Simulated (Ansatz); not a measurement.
**From PtS$_{2}$ to PtS$_{2}$**

System: PtS$_{2}$ (P-3m1, 3 atoms in the cell).
Method of run 1: DFT PBE+D3(BJ), scalar-relativistic, plane waves, PAW, PAW set soft_1, no spin polarisation (Ansatz 0.2.0).
System of run 2: PtS$_{2}$ (slab, 3 atoms in the cell).

On run 1: The structure derives from an entry of the Crystallography Open Database. On run 2: The structure derives from an entry of the Crystallography Open Database. Text and figures count atoms from 1; the logs count them from 0 in places.

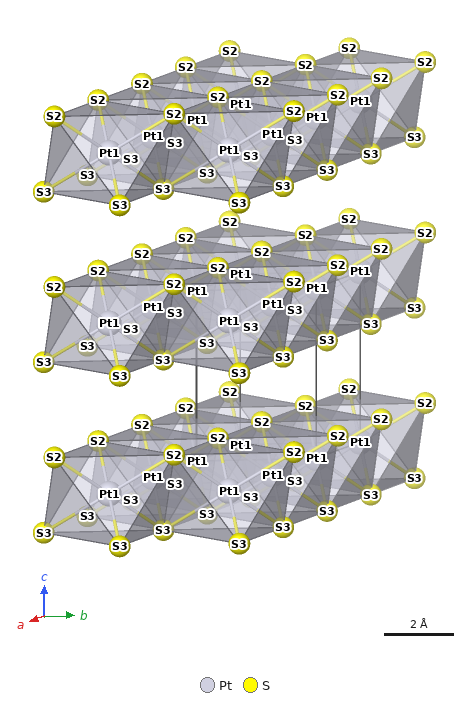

The starting structure (polyhedral view of the cell of the calculation, repeated 3 × 1 × 2, seen slightly off an axis; polyhedra are completed across the faces of the cell; atoms are numbered from 1 in the order of the input). An atom can appear more than once, as a periodic image.

The input, run 1:
```yaml
crystal:
  lattice:
    - [3.5431994758, 0.0, 0.0]
    - [-1.7715997379, 3.0685007567, 0.0]
    - [0.0, 0.0, 5.0388]
  atoms:
    - { symbol: Pt, position: [0.0, 0.0, 0.0] }
    - { symbol: S, position: [0.3333333333, 0.6666666667, 0.25] }
    - { symbol: S, position: [0.6666666667, 0.3333333333, 0.75] }
basis:
  ecutwfc: 420
kpoints:
  mp_grid: { grid: [12, 12, 8] }
hamiltonian:
  xc: pbe
  pseudopotentials: { kind: paw, azcp: { folder: soft_1 } }
  dispersion: d3bj
scf:
  occupations: { method: gaussian, width: 0.02 }
output:
  forces: true
  stress: true
  eigenvalues: true
relax:
  adjacent_minimum: "off"
  f_tol: 0.005
  max_steps: 80
  cell: { stress_tol: 0.05 }
```

Command:
```bash
ansatz run input.yaml --threads 1 --pin off --max-ram 3072MiB --backend cpu --events-out ev --progress --plain --runs-dir out
```

Hardware: 1 thread of Arm Neoverse V2, 24 GiB of memory available, shared host.

Output, shortened to warnings, some set-up lines, iterations and results (run 1):
```
Basis set: ecut = 420 eV, 1043 PW (Γ), exchange–correlation on 48×48×72 points (8 copies of the dense FFT grid, shifted against one another)
Symmetry: 12 space group operations
k-points: 131 of 1152
Initial density: superposition of atomic densities (chi_scale 0.1, normalization cell, long waves kept (reshape's long-wave potential 0.02 eV rms))
[...]
SCF iter   1: F=—  HF=-14331.651053 eV  |F-HF|=—  |Δ(HF+E_count)|=         —  Δρ=7.71e-2  dr2=2.84e0  ethr=3.10e-3  ⟨swp⟩=6.6  Hψ=14077  notcnv=0
SCF iter   2: F=—  HF=-14331.217906 eV  |F-HF|=—  |Δ(HF+E_count)|=   4.33e-1  Δρ=3.61e-2  dr2=5.57e-1  ethr=3.10e-3  ⟨swp⟩=2.9  Hψ=5050  notcnv=0
SCF iter   3: F=—  HF=-14331.125391 eV  |F-HF|=—  |Δ(HF+E_count)|=   9.25e-2  Δρ=5.15e-3  dr2=9.28e-3  ethr=1.86e-3  ⟨swp⟩=2.8  Hψ=4063  notcnv=0
SCF iter   4: F=—  HF=-14331.126411 eV  |F-HF|=—  |Δ(HF+E_count)|=   1.02e-3  Δρ=7.83e-4  dr2=4.41e-4  ethr=3.09e-5  ⟨swp⟩=2.1  Hψ=5086  notcnv=0
SCF iter   5: F=—  HF=-14331.126741 eV  |F-HF|=—  |Δ(HF+E_count)|=   3.30e-4  Δρ=2.35e-4  dr2=3.32e-5  ethr=1.47e-6  ⟨swp⟩=2.0  Hψ=4391  notcnv=0
[... 39 lines ...]
SCF iter   4: F=—  HF=-14331.159545 eV  |F-HF|=—  |Δ(HF+E_count)|=   1.21e-7  Δρ=1.33e-6  dr2=4.32e-10  ethr=1.97e-11  ⟨swp⟩=2.6  Hψ=4535  notcnv=0
SCF iter   5: F=-14331.159545 eV  HF=-14331.159545 eV  |F-HF|=3.64e-12  |Δ(HF+E_count)|=  2.11e-10  Δρ=1.24e-7  dr2=8.26e-12  ethr=1.44e-12  ⟨swp⟩=2.6  Hψ=4412  notcnv=0
SCF iter   6: F=-14331.159545 eV  HF=-14331.159545 eV  |F-HF|=9.09e-12  |Δ(HF+E_count)|=  9.09e-12  Δρ=2.48e-8  dr2=5.25e-13  ethr=1.00e-12  ⟨swp⟩=5.2  Hψ=11944  notcnv=0
SCF 6 converged in 6 iterations: F = -14331.159545 eV  dr2 = 5.25e-13
relax step   6: F+E_penalty+E_count = -14331.15954512 eV  Δ(F+E_penalty+E_count) = +6.974e-4 eV  max|allowed force component| = 2.959e-3 eV/Å  Δτ_max = 0.0000 Å  P = -0.024 …
basis re-selected at this cell: Δ(F+E_penalty+E_count) = +6.974e-4 eV, ΔP = +0.001 GPa vs the last step (what re-selecting the basis moved, of the pressure what is left beyond the Pulay correction that the steps carried, after the strain that the cell walked since its last selection, with what the …
SCF converged after 6 iterations
Free energy (F): -14331.159545 eV
Harris-Foulkes:  -14331.159545 eV  (|F-HF|=9.09e-12)
Internal energy: -14331.159538 eV  (E = F + TS)
E sigma→0 (E₀):  -14331.159542 eV
Entropy (-TS):   -0.000007 eV (-0.002 meV/atom)
Fermi energy:    12.511403 eV
--- Per-component energies (eV) ---
  E_band       = -287.614020
  E_kinetic    = 806.775676
  E_local      = -2756.391111  (includes V_loc(G=0)·N_el)
  E_nonlocal   = 272.118481
  E_hartree    = 1081.664573
  E_xc         = -410.108714
  E_vxc        = -436.904071  (∫ρ·V_xc dr)
  E_paw        = -10700.483383  (= ΣΔE_a)
  E_vpaw       = -336.543220  (= ΣTr[D̂ρ^β])
  E_aug_tail   = 0.001102  (compensation charges beyond the density's cutoff)
  E_ewald      = -2623.381776
  E_disp       = -1.354385  (pairwise vdW)
  E_smearing   = -0.000007  (= −TS)
  E_closure    = 0.000000  (closes the sum)
  Σ components = -14331.159545   (vs F -14331.159545, Δ=0.00e0)
--- Forces (eV/Å), atoms counted from 1 ---
  atom   1  Pt     0.00000000    -0.00000000     0.00000000
  atom   2  S     -0.00000000    -0.00000000    -0.00295863
  atom   3  S      0.00000000     0.00000000     0.00295863
  max |Σ_I F_I| component: 2.31e-18 eV/Å
--- Stress (GPa, compression-positive) ---
       -0.025283      -0.000000       0.000000
       -0.000000      -0.025283      -0.000000
        0.000000      -0.000000      -0.022844
  P = ⅓ Tr σ = -0.0245 GPa (-0.245 kbar)
--- Relaxed structure (5 steps of the walk, 5 accepted, 1 SCFs on fresh bases) ---
  F+E_penalty+E_count = -14331.15954512 eV   max|allowed force component| = 2.959e-3 eV/Å   (the final SCF, on the basis selected at the relaxed cell)
  cell:  # Å, volume = 51.8490 Å³
    - [3.5832742407825195, 3.833055919478478e-33, -2.8747919396088586e-33]
    - [-1.7916371203912598, 3.10320652124406, -6.682031217581123e-32]
[...]
```

For run 2 the input was changed thus:
```diff
-    - [3.5431994758, 0.0, 0.0]
-    - [-1.7715997379, 3.0685007567, 0.0]
-    - [0.0, 0.0, 5.0388]
+    - [3.5832742408, 0.0, 0.0]
+    - [-1.7916371204, 3.1032065212, 0.0]
+    - [0.0, 0.0, 30.8258735486]
-    - { symbol: Pt, position: [0.0, 0.0, 0.0] }
-    - { symbol: S, position: [0.3333333333, 0.6666666667, 0.25] }
-    - { symbol: S, position: [0.6666666667, 0.3333333333, 0.75] }
+    - { symbol: S, position: [0.6666666667, 0.3333333333, 0.4608618265] }
+    - { symbol: Pt, position: [0.0, 0.0, 0.5] }
+    - { symbol: S, position: [0.3333333333, 0.6666666667, 0.5391381735] }
+  periodic: [true, true, false]
-  mp_grid: { grid: [12, 12, 8] }
+  mp_grid: { grid: [9, 9, 1] }
+  write_density: true
+  write_potential: true
+  elf: true
+  volumetric_format: npy
-  cell: { stress_tol: 0.05 }
+  cell: { stress_2d_tol: 0.02 }
```

What does this change do to the results?

The total energies belong to different systems, so their difference says nothing on which is more stable or more accurate. The gap on the mesh goes from 0.05 to 1.84 eV. The SCF takes 33 iterations over all geometry steps against 37. The irreducible k-points go from 131 to 12. The two runs start from different initial densities, which also moves the count.

Output, shortened to warnings, some set-up lines, iterations and results (run 2):
```
WARN: The output density's exchange-correlation potential varies sharply where the density is thin. Do not read a vacuum level from v_tot or v_xc, or from such a field of the output density. On a cell that repeats whose density bears no net charge and no dipole along the vacuum's axis use v_es (v_loc + v_h of the components); under efield.dipole_correction with no amplitude use v_es + v_field, …
Basis set: ecut = 420 eV, 6601 PW (Γ), exchange–correlation on 48×48×432 points (8 copies of the dense FFT grid, shifted against one another)
Symmetry: 12 space group operations
k-points: 12 of 81
Initial density: superposition of atomic densities (neutral atoms: chi_scale 0, normalization atom)
[...]
SCF iter   1: F=—  HF=-14332.099705 eV  |F-HF|=—  |Δ(HF+E_count)|=         —  Δρ=4.12e-2  dr2=7.17e0  ethr=3.10e-3  ⟨swp⟩=17.6  Hψ=2378  notcnv=0
SCF iter   2: F=—  HF=-14333.270888 eV  |F-HF|=—  |Δ(HF+E_count)|=    1.17e0  Δρ=4.21e-2  dr2=1.22e1  ethr=3.10e-3  ⟨swp⟩=5.7  Hψ=911  notcnv=0
SCF iter   3: F=—  HF=-14330.860193 eV  |F-HF|=—  |Δ(HF+E_count)|=    2.41e0  Δρ=1.22e-2  dr2=6.16e-1  ethr=3.10e-3  ⟨swp⟩=4.5  Hψ=771  notcnv=0
SCF iter   4: F=—  HF=-14330.766960 eV  |F-HF|=—  |Δ(HF+E_count)|=   9.32e-2  Δρ=3.67e-3  dr2=6.61e-2  ethr=2.05e-3  ⟨swp⟩=4.0  Hψ=595  notcnv=0
SCF iter   5: F=—  HF=-14330.753918 eV  |F-HF|=—  |Δ(HF+E_count)|=   1.30e-2  Δρ=1.07e-3  dr2=6.98e-3  ethr=2.20e-4  ⟨swp⟩=4.4  Hψ=558  notcnv=0  defer=1
[... 33 lines ...]
SCF iter   5: F=—  HF=-14330.764659 eV  |F-HF|=—  |Δ(HF+E_count)|=   1.37e-9  Δρ=4.35e-7  dr2=2.09e-10  ethr=2.66e-11  ⟨swp⟩=3.2  Hψ=405  notcnv=0
SCF iter   6: F=—  HF=-14330.764659 eV  |F-HF|=—  |Δ(HF+E_count)|=  2.76e-10  Δρ=1.40e-7  dr2=1.90e-11  ethr=1.00e-12  ⟨swp⟩=4.0  Hψ=549  notcnv=0
SCF iter   7: F=-14330.764659 eV  HF=-14330.764659 eV  |F-HF|=3.82e-11  |Δ(HF+E_count)|=  4.18e-11  Δρ=2.16e-8  dr2=3.81e-13  ethr=1.00e-12  ⟨swp⟩=12.5  Hψ=1663  notcnv=0
SCF 5 converged in 7 iterations: F = -14330.764659 eV  dr2 = 3.81e-13
relax step   5: F+E_penalty+E_count = -14330.76465926 eV  Δ(F+E_penalty+E_count) = +3.666e-4 eV  max|allowed force component| = 4.667e-4 eV/Å  Δτ_max = 0.0000 Å  P = +0.000 …
basis re-selected at this cell: Δ(F+E_penalty+E_count) = +3.666e-4 eV, ΔP = -0.000 N/m vs the last step (what re-selecting the basis moved, of the pressure what is left beyond the Pulay correction that the steps carried, after the strain that the cell walked since its last selection, with what the …
[...]
```

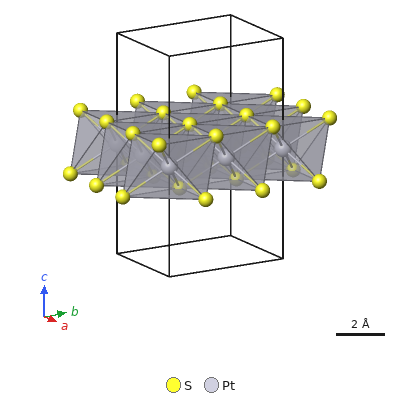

The input structure of run 2 (polyhedral view of the 2 × 2 repeat of the cell, with the vacuum cut short, seen slightly off an axis; polyhedra are completed across the faces of the cell). An atom can appear more than once, as a periodic image.

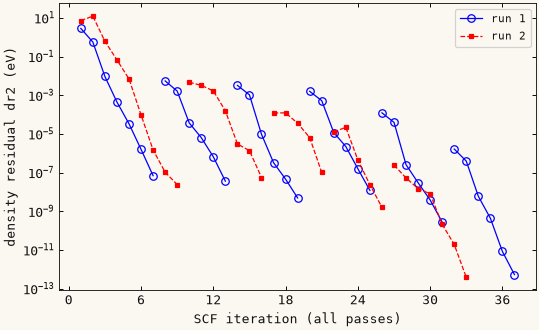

Convergence of the two runs: density residual dr2 against the SCF iteration. A break in a curve parts two SCF passes. Run 1 takes 37 iterations in all, and run 2 takes 33.

The two runs side by side:

| quantity | run 1 | run 2 |
| --- | --- | --- |
| outcome | converged | converged |
| free energy per atom (eV) | −4777.0532 | −4776.9216 |
| gap on the mesh (eV) | 0.05 | 1.84 |
| pressure (GPa) | −0.02 | – |
| volume per atom (Å³) | 17.28 | – |
| largest force (eV/Å) | 0.003 | 0.000 |
| SCF iterations | 37 | 33 |
| irreducible k-points | 131 | 12 |
| work function (eV) | – | 5.46 |
| wall time (shared host) | 34 s | 24 s |

For both runs: Spin–orbit coupling is left out, which matters for Pt. For run 2: Warnings: the exchange-correlation potential is rough where the density is thin.
